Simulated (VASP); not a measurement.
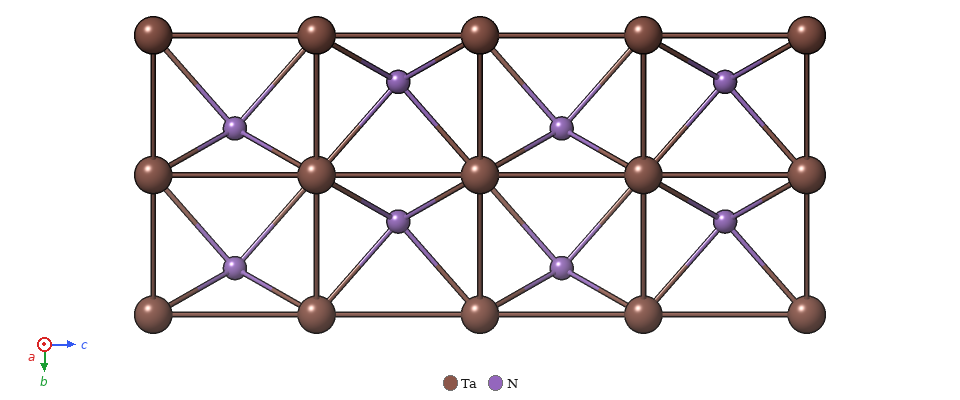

The picture looks along a close-packed row of the hexagonal mesh; c points to the right. Every atom sits on one of the three columns of the mesh; call them A, B, C in the order in which they first turn up. The sequence starts with the first layer at or above the cell's origin.

The compound is TaN (space group P6_3/mmc, No. 194), taken as coordinates from a relaxation with VASP Kohn-Sham DFT of a periodic cell, RPBE, VASP PAW PBE potentials, recommended in VASP 6.6.1.

Give the sequence of layers in one repeat, with element and column.

Ta(A) – N(B) – Ta(A) – N(C) (four layers in 5.94 Å).

How are the N layers alone stacked?

N layers alone: BC, the hexagonal close-packed type.

Which positions between or in the N layers do the other atoms fill?

Ta: two octahedral sites, counted in one hexagonal cell.
